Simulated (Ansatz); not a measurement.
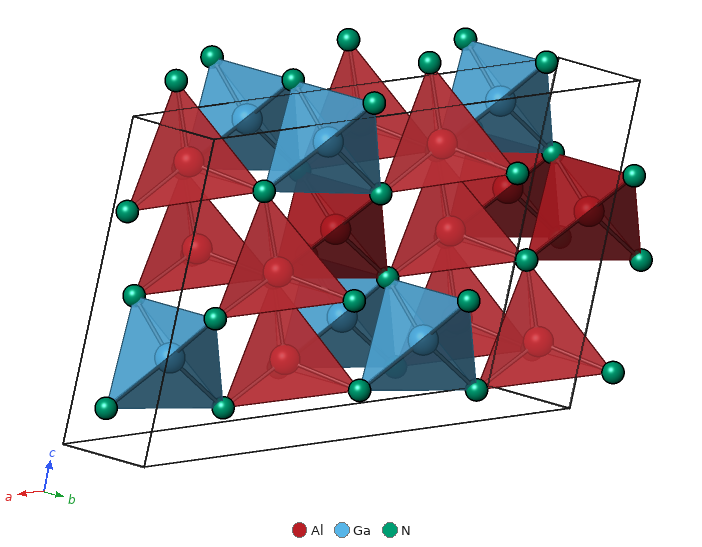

Drawn in the polyhedral manner and seen from a general direction. One conventional unit cell is framed, with atoms on its boundary repeated. Some atoms of the next cells are drawn as well.

Al2GaN3, space group Cm (No. 8), a = 11.39 Å, b = 3.11 Å, c = 7.36 Å, α = 90.00°, β = 104.76°, γ = 90.00°.

Electronic-structure method: Ansatz 0.2.0, DFT PBEsol, scalar-relativistic, plane waves, PAW. Parameters: E_cut = 420 eV, k-points about 0.26 Å⁻¹ apart, Gaussian smearing of 0.02 eV, no spin polarisation.

Question: Is it conducting or gapped at this level?

Answer: An insulator at this level, with a gap of 3.44 eV on the k-mesh (the true edges may lie between mesh points, so the gap can be somewhat smaller).

The initial geometry was a structure listed in the Materials Project. It was relaxed with DFT PBEsol, scalar-relativistic, plane waves, PAW in Ansatz 0.2.0 under a constraint or pressure on the cell, so some stress remains.

At this level of theory the cell isn't at rest (compressed, at 5 GPa), so its distances can differ from those at equilibrium, the more so the softer the solid.
